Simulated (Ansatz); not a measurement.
## Geometry relaxation of C (part 2 of 2)

C (Pmmm, 1 atom in the cell); DFT PBE, scalar-relativistic, plane waves, PAW, no spin polarisation (Ansatz 0.2.0); cutoff 420 eV, 42×18×18 k-mesh, Gaussian smearing of 0.1 eV. The structure was made by a generator, so it may or may not be a known phase.

Geometry of the input (Å; fractional positions):
```
1.2864  0.0000  0.0000
0.0000  3.1826  0.0000
0.0000  0.0000  3.2564
C  0.0000  0.5000  0.0000
```

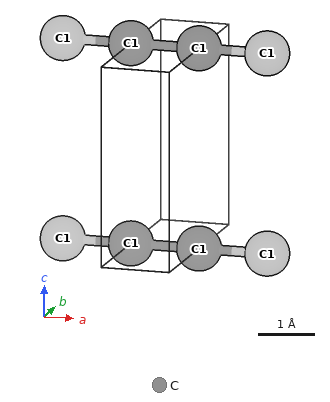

*The geometry at step 12 of the log (ball-and-stick view of the cell of the calculation, seen slightly off an axis; neighbours outside the cell are drawn fainter; atoms are numbered from 1 in the order of the input).*

Output, continued:
```
relax step  23: F+E_penalty+E_count = -249.97080485 eV  Δ(F+E_penalty+E_count) = +7.271e-4 eV  max|allowed force component| = 0.000e0 eV/Å  Δτ_max = 0.0000 Å  P = +0.001 GPa  Ω = 22.714 Å³  energy of the carried Pulay correction = -2.213e-3 eV  (5 SCF iters, dr2 threshold 8.95e-9 eV, accepted)
SCF 24 converged in 5 iterations: F = -249.973236 eV  dr2 = 4.91e-13
relax step  24: F+E_penalty+E_count = -249.97323636 eV  Δ(F+E_penalty+E_count) = -2.432e-3 eV  max|allowed force component| = 0.000e0 eV/Å  Δτ_max = 0.0000 Å  P = +0.027 GPa  Ω = 22.714 Å³  stress off target by 6.98e-2 GPa  SCF on the basis re-selected at this cell (its energy is not comparable with the rows above)  (5 SCF iters)
SCF 25 converged in 5 iterations: F = -249.972376 eV  dr2 = 1.79e-10
relax step  25: F+E_penalty+E_count = -249.97237611 eV  Δ(F+E_penalty+E_count) = +8.602e-4 eV  max|allowed force component| = 0.000e0 eV/Å  Δτ_max = 0.0000 Å  P = +0.006 GPa  Ω = 23.259 Å³  energy of the carried Pulay correction = -9.975e-4 eV  (5 SCF iters, dr2 threshold 1.22e-8 eV, accepted)
SCF 26 converged in 5 iterations: F = -249.972095 eV  dr2 = 4.31e-12
relax step  26: F+E_penalty+E_count = -249.97209550 eV  Δ(F+E_penalty+E_count) = +2.806e-4 eV  max|allowed force component| = 0.000e0 eV/Å  Δτ_max = 0.0000 Å  P = +0.000 GPa  Ω = 23.402 Å³  energy of the carried Pulay correction = -1.284e-3 eV  (5 SCF iters, accepted)
iter 1 solved again at ethr=1.47e-7 eV; its pass at ethr=3.10e-3 eV (dr2=5.89e-6 eV) is discarded
SCF iter   1: F=—  HF=-249.973456 eV  |F-HF|=—  |Δ(HF+E_count)|=         —  Δρ=1.45e-4  dr2=7.94e-7  ethr=1.47e-7  ⟨swp⟩=3.0  Hψ=150757  notcnv=0
preconditioner: auto → none  [insulator: Δε(μ)=0.612 eV  Ē_g=19.384 eV  σ=0.100 eV  W_gap=1.00  n_scr=4 (ndim 8)  ℏωp=15.4 eV  f_vac=0.377  D(μ)=0.00/eV (n_scr^D=0)  ε∞_Penn≈1.6]
SCF iter   2: F=—  HF=-249.973457 eV  |F-HF|=—  |Δ(HF+E_count)|=   1.69e-6  Δρ=7.18e-5  dr2=1.55e-7  ethr=1.98e-8  ⟨swp⟩=2.1  Hψ=17536  notcnv=0
SCF iter   3: F=—  HF=-249.973458 eV  |F-HF|=—  |Δ(HF+E_count)|=   1.04e-6  Δρ=1.16e-5  dr2=4.96e-9  ethr=3.87e-9  ⟨swp⟩=2.4  Hψ=17551  notcnv=0
SCF iter   4: F=—  HF=-249.973458 eV  |F-HF|=—  |Δ(HF+E_count)|=   2.65e-8  Δρ=9.91e-7  dr2=7.92e-11  ethr=1.24e-10  ⟨swp⟩=2.0  Hψ=17600  notcnv=0
SCF iter   5: F=-249.973458 eV  HF=-249.973458 eV  |F-HF|=4.29e-12  |Δ(HF+E_count)|=  1.54e-10  Δρ=5.05e-8  dr2=8.51e-13  ethr=1.00e-12  ⟨swp⟩=5.5  Hψ=40308  notcnv=0
SCF 27 converged in 5 iterations: F = -249.973458 eV  dr2 = 8.51e-13
relax step  27: F+E_penalty+E_count = -249.97345847 eV  Δ(F+E_penalty+E_count) = -1.363e-3 eV  max|allowed force component| = 0.000e0 eV/Å  Δτ_max = 0.0000 Å  P = +0.014 GPa  Ω = 23.402 Å³  stress off target by 3.78e-2 GPa  SCF on the basis re-selected at this cell (its energy is not comparable with the rows above)  (5 SCF iters)
basis re-selected at this cell: Δ(F+E_penalty+E_count) = -1.363e-3 eV, ΔP = +0.014 GPa vs the last step (what re-selecting the basis moved, of the pressure what is left beyond the Pulay correction that the steps carried, after the strain that the cell walked since its last selection, with what the two solves' SCF thresholds leave and, on support functions, any second-order correction that the steps lacked; it is no measure of the basis error at this ecutwfc). This SCF's stress stands 3.78e-2 GPa from its target on what of the cell is left free (relax.cell.stress_tol is 5.00e-2 GPa) and its largest allowed force component is 0.00e0 eV/Å (relax.f_tol is 1.00e-2 eV/Å): within both
WARN: The input density's exchange-correlation potential varies sharply where the density is thin. Do not read a vacuum level from v_tot or v_xc, or from such a field of the output density. On a cell that repeats whose density bears no net charge and no dipole along the vacuum's axis use v_es (v_loc + v_h of the components); under efield.dipole_correction with no amplitude use v_es + v_field, which holds any external_charges[].barrier, or the levels of the report's work_function block, which leave it out; under a non-zero efield.amplitude the vacuum is tilted and has no level; on a cell that repeats and bears such a dipole with no correction it is tilted too, and efield.dipole_correction with no amplitude gives each side of its ramp a level where efield: is served; in a cell that repeats whose density bears a net charge (total_charge, or a fill off its count) it is curved and has none; of a slab under crystal.periodic whose density bears no net charge use v_es, which has a level on each side, short of where the two are joined; of another it falls or rises all the way out and has none; of a slab beside external_charges read slab_vacuum_level instead, which it has where they leave it neutral. The grid or the basis barely resolves most such structure, and the values can differ between equally converged runs; as a rule a tighter scf.convergence.dr2_threshold does not remove it. Where the density itself ripples (under the LDA too) a higher basis.ecutwfc lessens it. The files hold the spikes' plane waves up to the density's cutoff. Files: v_tot and the like, and their columns of v_z.tsv (output.write_potential); v_xc and the like, and their columns of v_comp_z.tsv (output.write_potential_components); where files of the output density stand in their place, no point of their own thin density is over the threshold below, and this is of outcome.potential() and, of a run that writes arrays (npy), the arrays of these names. Measured: with its Gaussian average of σ = 0.25 Å subtracted twice, the exchange-correlation potential is over 0.1 eV at 89 of the grid points where the equally averaged density (valence and model cores) is under 1e-3 e/Å³, and 1.17 eV at the most among them, at an averaged density of 7.9e-4 e/Å³. See output.write_potential in the manual, Limitations
SCF converged after 5 iterations
Free energy (F): -249.973458 eV
Harris-Foulkes:  -249.973458 eV  (|F-HF|=4.29e-12)
Internal energy: -249.973458 eV  (E = F + TS)
E sigma→0 (E₀):  -249.973458 eV
Entropy (-TS):   -0.000000 eV (-0.000 meV/atom)
Fermi energy:    -0.881907 eV
--- Per-component energies (eV) ---
  E_band       = -36.623496
  E_kinetic    = 88.441780
  E_local      = -271.799060  (includes V_loc(G=0)·N_el)
  E_nonlocal   = 27.915258
  E_hartree    = 91.633120
  E_xc         = -46.670620
  E_vxc        = -57.563282  (∫ρ·V_xc dr)
  E_paw        = -99.421786  (= ΣΔE_a)
  E_vpaw       = -6.884457  (= ΣTr[D̂ρ^β])
  E_aug_tail   = 0.000008  (compensation charges beyond the density's cutoff)
  E_ewald      = -40.072160
  E_smearing   = -0.000000  (= −TS)
  E_closure    = -0.000000  (closes the sum)
  Σ components = -249.973458   (vs F -249.973458, Δ=0.00e0)
--- Forces (eV/Å), atoms counted from 1 ---
  atom   1  C     -0.00000000     0.00000000     0.00000000
  max |Σ_I F_I| component: 1.58e-30 eV/Å
--- Stress (GPa, compression-positive) ---
       -0.030287       0.000000       0.000000
        0.000000       0.037787       0.000000
        0.000000       0.000000       0.034374
  P = ⅓ Tr σ = 0.0140 GPa (0.140 kbar)
--- Band table (eV; the first three rows and the last of 2200) ---
  k-point 0: bands = ["-17.1868", "-6.0475", "-6.0444", "2.8712", "7.2235", "11.7275"]
  k-point 1: bands = ["-17.1858", "-6.0599", "-6.0434", "2.9105", "7.2270", "11.5247"]
  k-point 2: bands = ["-17.1828", "-6.0949", "-6.0403", "3.0264", "7.2273", "11.1101"]
  k-point 2199: bands = ["-9.9542", "7.7568", "10.2168", "10.2179", "21.5376", "21.5449"]
--- Relaxed structure (21 steps of the walk, 21 accepted, 6 SCFs on fresh bases) ---
  F+E_penalty+E_count = -249.97345847 eV   max|allowed force component| = 0.000e0 eV/Å   (the final SCF, on the basis selected at the relaxed cell)
  cell:  # Å, volume = 23.4018 Å³
    - [1.2822880008019013, -1.149097095851121e-32, -2.382250606473674e-32]
    - [-1.5722714111675807e-32, 4.26752730300911, 3.134276333875856e-33]
    - [-6.030428443697182e-32, 3.2069712666591374e-33, 4.2764804155083835]
  atoms:
    - { symbol: C, position: [-1.3684555315672042e-48, 0.5, -4.276423536147513e-50] }
```

Trajectory as extended XYZ (Å, eV, eV/Å), 27 frames, from step=1 to step=27:
```
1
Lattice="1.2864 0.0000 0.0000 0.0000 3.1826 0.0000 0.0000 0.0000 3.2564" Properties=species:S:1:pos:R:3:forces:R:3 step=1 energy=-249.91907 pressure_GPa=0.57
C     0.0000    1.5913    0.0000    0.0000   0.0000   0.0000
1
Lattice="1.2828 0.0000 0.0000 0.0000 3.3377 0.0000 0.0000 0.0000 3.3781" Properties=species:S:1:pos:R:3:forces:R:3 step=2 energy=-249.93327 pressure_GPa=0.65
C     0.0000    1.6689    0.0000    0.0000   0.0000   0.0000
1
Lattice="1.2822 0.0000 0.0000 0.0000 3.4232 0.0000 0.0000 0.0000 3.4628" Properties=species:S:1:pos:R:3:forces:R:3 step=3 energy=-249.93489 pressure_GPa=0.18
C     0.0000    1.7116    0.0000    0.0000   0.0000   0.0000
1
Lattice="1.2821 0.0000 0.0000 0.0000 3.4453 0.0000 0.0000 0.0000 3.4901" Properties=species:S:1:pos:R:3:forces:R:3 step=4 energy=-249.93456 pressure_GPa=0.01
C     0.0000    1.7226    0.0000    0.0000   0.0000   0.0000
1
Lattice="1.2821 0.0000 0.0000 0.0000 3.4456 0.0000 0.0000 0.0000 3.4945" Properties=species:S:1:pos:R:3:forces:R:3 step=5 energy=-249.93452 pressure_GPa=-0.00
C     0.0000    1.7228    0.0000    0.0000   0.0000   0.0000
1
Lattice="1.2821 0.0000 0.0000 0.0000 3.4438 0.0000 0.0000 0.0000 3.4979" Properties=species:S:1:pos:R:3:forces:R:3 step=6 energy=-249.93451 pressure_GPa=-0.00
C     0.0000    1.7219    0.0000    0.0000   0.0000   0.0000
1
Lattice="1.2821 0.0000 0.0000 0.0000 3.4438 0.0000 0.0000 0.0000 3.4979" Properties=species:S:1:pos:R:3:forces:R:3 step=7 energy=-249.94741 pressure_GPa=0.95
C     0.0000    1.7219    0.0000    0.0000   0.0000   0.0000
1
Lattice="1.2822 0.0000 0.0000 0.0000 3.5428 0.0000 0.0000 0.0000 3.6347" Properties=species:S:1:pos:R:3:forces:R:3 step=8 energy=-249.95116 pressure_GPa=0.39
C     0.0000    1.7714    0.0000    0.0000   0.0000   0.0000
1
Lattice="1.2817 0.0000 0.0000 0.0000 3.6847 0.0000 0.0000 0.0000 3.7712" Properties=species:S:1:pos:R:3:forces:R:3 step=9 energy=-249.95036 pressure_GPa=-0.16
C     0.0000    1.8424    0.0000    0.0000   0.0000   0.0000
1
Lattice="1.2810 0.0000 0.0000 0.0000 3.6812 0.0000 0.0000 0.0000 3.7135" Properties=species:S:1:pos:R:3:forces:R:3 step=10 energy=-249.95125 pressure_GPa=0.22
C     0.0000    1.8406    0.0000    0.0000   0.0000   0.0000
1
Lattice="1.2817 0.0000 0.0000 0.0000 3.6831 0.0000 0.0000 0.0000 3.7173" Properties=species:S:1:pos:R:3:forces:R:3 step=11 energy=-249.95120 pressure_GPa=-0.01
C     0.0000    1.8415    0.0000    0.0000   0.0000   0.0000
1
Lattice="1.2817 0.0000 0.0000 0.0000 3.6831 0.0000 0.0000 0.0000 3.7173" Properties=species:S:1:pos:R:3:forces:R:3 step=12 energy=-249.96133 pressure_GPa=0.66
C     0.0000    1.8415    0.0000    0.0000   0.0000   0.0000
1
Lattice="1.2816 0.0000 0.0000 0.0000 3.8200 0.0000 0.0000 0.0000 3.8266" Properties=species:S:1:pos:R:3:forces:R:3 step=13 energy=-249.96315 pressure_GPa=0.42
C     0.0000    1.9100    0.0000    0.0000   0.0000   0.0000
1
Lattice="1.2821 0.0000 0.0000 0.0000 3.9586 0.0000 0.0000 0.0000 3.9587" Properties=species:S:1:pos:R:3:forces:R:3 step=14 energy=-249.95952 pressure_GPa=-0.02
C     0.0000    1.9793    0.0000    0.0000   0.0000   0.0000
1
Lattice="1.2822 0.0000 0.0000 0.0000 3.9287 0.0000 0.0000 0.0000 3.9428" Properties=species:S:1:pos:R:3:forces:R:3 step=15 energy=-249.96060 pressure_GPa=0.02
C     0.0000    1.9643    0.0000    0.0000   0.0000   0.0000
1
Lattice="1.2823 0.0000 0.0000 0.0000 3.9302 0.0000 0.0000 0.0000 3.9483" Properties=species:S:1:pos:R:3:forces:R:3 step=16 energy=-249.96045 pressure_GPa=0.01
C     0.0000    1.9651    0.0000    0.0000   0.0000   0.0000
1
Lattice="1.2823 0.0000 0.0000 0.0000 3.9302 0.0000 0.0000 0.0000 3.9483" Properties=species:S:1:pos:R:3:forces:R:3 step=17 energy=-249.97007 pressure_GPa=0.18
C     0.0000    1.9651    0.0000    0.0000   0.0000   0.0000
1
Lattice="1.2817 0.0000 0.0000 0.0000 4.0030 0.0000 0.0000 0.0000 4.0149" Properties=species:S:1:pos:R:3:forces:R:3 step=18 energy=-249.96977 pressure_GPa=0.26
C     0.0000    2.0015    0.0000    0.0000   0.0000   0.0000
1
Lattice="1.2821 0.0000 0.0000 0.0000 4.0966 0.0000 0.0000 0.0000 4.1084" Properties=species:S:1:pos:R:3:forces:R:3 step=19 energy=-249.96768 pressure_GPa=0.06
C     0.0000    2.0483    0.0000    0.0000   0.0000   0.0000
1
Lattice="1.2823 0.0000 0.0000 0.0000 4.1017 0.0000 0.0000 0.0000 4.1146" Properties=species:S:1:pos:R:3:forces:R:3 step=20 energy=-249.96748 pressure_GPa=0.01
C     0.0000    2.0509    0.0000    0.0000   0.0000   0.0000
1
Lattice="1.2823 0.0000 0.0000 0.0000 4.1017 0.0000 0.0000 0.0000 4.1146" Properties=species:S:1:pos:R:3:forces:R:3 step=21 energy=-249.97257 pressure_GPa=0.06
C     0.0000    2.0509    0.0000    0.0000   0.0000   0.0000
1
Lattice="1.2823 0.0000 0.0000 0.0000 4.1713 0.0000 0.0000 0.0000 4.1834" Properties=species:S:1:pos:R:3:forces:R:3 step=22 energy=-249.97153 pressure_GPa=0.01
C     0.0000    2.0856    0.0000    0.0000   0.0000   0.0000
1
Lattice="1.2823 0.0000 0.0000 0.0000 4.2032 0.0000 0.0000 0.0000 4.2143" Properties=species:S:1:pos:R:3:forces:R:3 step=23 energy=-249.97081 pressure_GPa=0.00
C     0.0000    2.1016    0.0000    0.0000   0.0000   0.0000
1
Lattice="1.2823 0.0000 0.0000 0.0000 4.2032 0.0000 0.0000 0.0000 4.2143" Properties=species:S:1:pos:R:3:forces:R:3 step=24 energy=-249.97324 pressure_GPa=0.03
C     0.0000    2.1016    0.0000    0.0000   0.0000   0.0000
1
Lattice="1.2823 0.0000 0.0000 0.0000 4.2542 0.0000 0.0000 0.0000 4.2637" Properties=species:S:1:pos:R:3:forces:R:3 step=25 energy=-249.97238 pressure_GPa=0.01
C     0.0000    2.1271    0.0000    0.0000   0.0000   0.0000
1
Lattice="1.2823 0.0000 0.0000 0.0000 4.2675 0.0000 0.0000 0.0000 4.2765" Properties=species:S:1:pos:R:3:forces:R:3 step=26 energy=-249.97209 pressure_GPa=0.00
C     0.0000    2.1338    0.0000    0.0000   0.0000   0.0000
1
Lattice="1.2823 0.0000 0.0000 0.0000 4.2675 0.0000 0.0000 0.0000 4.2765" Properties=species:S:1:pos:R:3:forces:R:3 step=27 energy=-249.97346 pressure_GPa=0.01
C     0.0000    2.1338    0.0000    0.0000   0.0000   0.0000
```

Key numbers:

| quantity | value |
| --- | --- |
| outcome | converged |
| space group (tolerance 0.01 Å) | Pmmm (47) → P4/mmm (123) |
| electrons treated | 4 |
| free energy | −249.9735 eV |
| Fermi energy | −0.882 eV |
| gap on the k-point mesh | none (metallic) |
| pressure | 0.01 GPa |
| final volume | 23.40 Å³ |
| largest force (length of the vector) at the end | under 0.001 eV/Å |
| final cell | a = 1.282 Å, b = 4.268 Å, c = 4.276 Å, α = 90.00°, β = 90.00°, γ = 90.00° |
| hardware | 1 thread of Intel Xeon @ 2.50GHz (Skylake/Cascade Lake), 189 GiB of memory available, shared host |
| wall time | 19 min |
| peak memory | 0.77 GiB |

Notes:

Warnings of the run: the exchange-correlation potential is rough where the density is thin.
